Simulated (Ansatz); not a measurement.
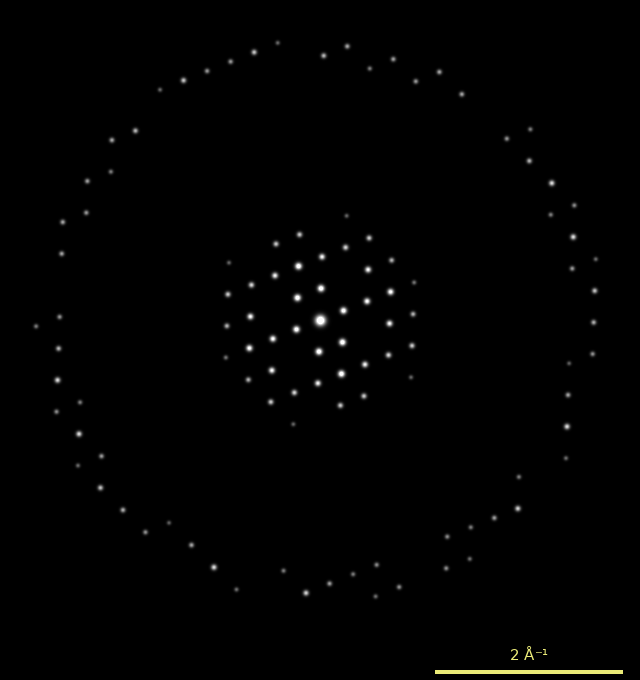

Wide-angle electron diffraction pattern, simulated kinematically at 100 kV (λ = 0.0370 Å, B = 0.2 Å², logarithmic intensity scale). The centre holds the zero-order Laue zone; the ring outside it is the first higher-order Laue zone that is excited.

Measure the ring and find the spacing of the reciprocal-lattice layers along the beam.

Answer. The ring radius is about 2.9 Å⁻¹, so H ≈ λG²/2 is about 0.15 Å⁻¹, and 1/H, about 6.5 Å, is the shortest lattice translation along the beam.

The crystal is Mo, space group P6_3/mmc (No. 194), a = 4.24 Å, c = 4.92 Å (hexagonal axes), seen along [101]. Structure: the geometry relaxed with DFT r2SCAN, scalar-relativistic, plane waves, PAW (Ansatz); the starting structure was generated, so it need not be a known form of this composition.

What symmetry do the zero layer and the whole pattern have?

Answer. Zero layer: 2mm. With the outer ring, and with Friedel's law holding in this kinematic picture: m.
